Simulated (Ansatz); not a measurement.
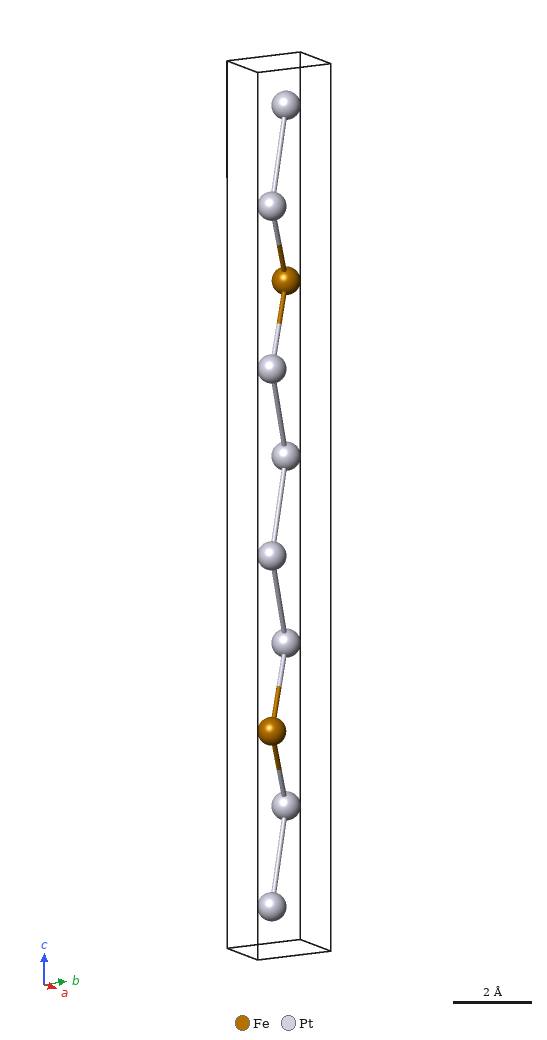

The crystal in a ball-and-stick representation, seen slightly off an axis. The lines enclose the conventional unit cell; boundary atoms appear with their images. Cell: a = 2.75 Å, b = 2.75 Å, c = 23.05 Å, α = 90.00°, β = 90.00°, γ = 120.00°.

Starting structure: a structure type filled with these elements by a generator (whether the compound takes this form wasn't checked). Earlier steps of the study may have refined or changed the cell and positions. It was run through Ansatz as a DFT input.

Summary of the structure:

Chemical formula FePt4. The lattice is primitive hexagonal and the space group P6_3/mmc (No. 194). Atoms per cell: 10 (2 Fe, 8 Pt). Fe is coordinated by six Fe and six Pt in an anticuboctahedral arrangement (about 2.8 Å to Fe, 2.6 Å to Pt). Pt takes two kinds of site: 4f with twelve Pt in an anticuboctahedral arrangement at about 2.8 to 2.9 Å; 4f with nine Pt and three Fe in a distorted anticuboctahedral arrangement (about 2.8 to 2.9 Å to Pt, 2.6 Å to Fe). The bonds build a three-dimensional framework.

Computational set-up: DFT PBE, scalar-relativistic, plane waves, PAW in Ansatz 0.2.0, a kinetic-energy cutoff of 420 eV, Brillouin-zone sampling on an 18×18×2 mesh, Gaussian smearing of 0.1 eV, collinear spins.

Which atoms carry magnetic moments in this run, and how do they order?

The state reached is antiferromagnetic. Sizes: Fe 3.0 μB and Pt 0.3 μB; net moment 0.0 μB in the run's cell of 10 atoms.

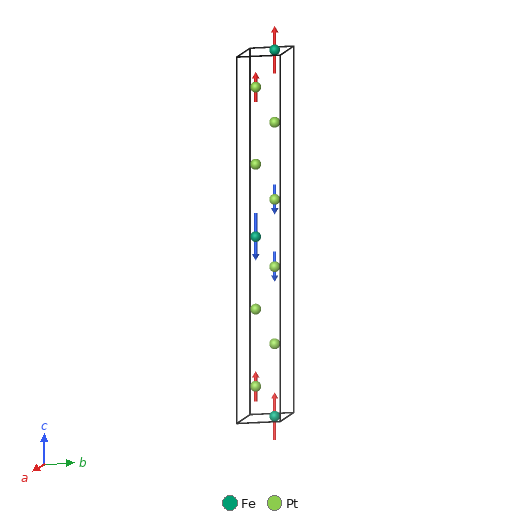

Site moments above 0.25 μB as arrows, small induced ones on non-metal atoms left out (red along the largest or up, blue against, purple across). The run's cell of 10 atoms is drawn, so axes and origin can differ from the first picture.

What is the electronic character?

A metal: bands cross the Fermi level.

What net charge does each kind of atom have (Bader)?

Fe +0.60 e; Pt -0.27 to -0.03 e.

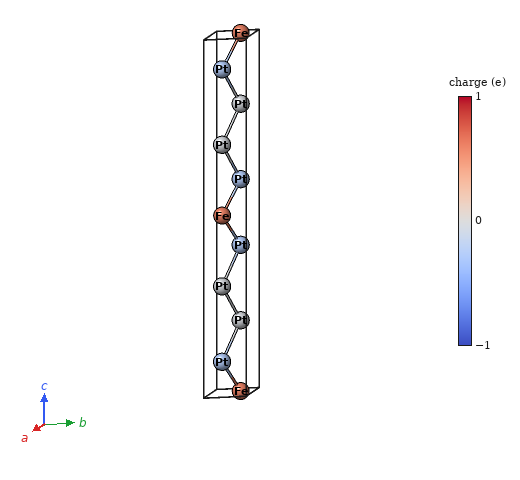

The atoms coloured by those charges. The run's cell of 10 atoms is drawn, so axes and origin can differ from the first picture.

Do the forces and the stress vanish for this geometry?

Yes. The largest force is 0.01 eV/Å. The pressure is 0.0 GPa, close to zero.
